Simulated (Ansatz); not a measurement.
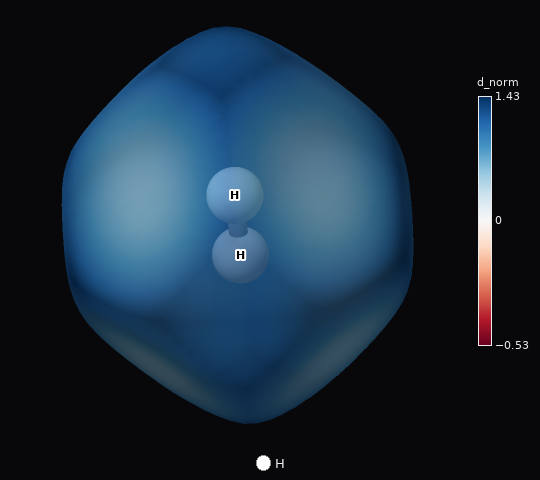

Hirshfeld surface computed for the H$_{2}$ molecule in H (I4/mmm), coloured by d_norm.

The surface is where the fragment's share of the procrystal density (the sum of the densities of spherically averaged neutral Hartree-Fock atoms) equals one half. d_i and d_e are the distances from the surface to the nearest nucleus inside and outside; d_norm adds both, each measured against its van der Waals radius (Alvarez: H 1.20 Å), so red marks contacts shorter than the sum of radii, white equal and blue longer. X–H bonds are as in the structure, not normalised.

The cell is taken from coordinates from a relaxation with DFT PBE, scalar-relativistic, plane waves, PAW in Ansatz.

```
H
1.0
     3.70973    0.00000    0.00000
     0.00000    3.70973    0.00000
     0.00000    0.00000    4.57113
H
4
Direct
  0.00000 0.00000 0.91789
  0.00000 0.00000 0.08211
  0.50000 0.50000 0.41789
  0.50000 0.50000 0.58211
```

> Which contact with the surroundings is the closest relative to the atoms' sizes?

H···H at 3.04 Å, 127 % of the sum of the van der Waals radii.

> How is the surface shared among contacts (both directions of a pair summed)?

H···H 100 %.

> Give the size and shape of the surface.

It encloses about 28.9 Å³, has an area of about 47 Å² and a globularity of 0.97 (1 for a sphere).
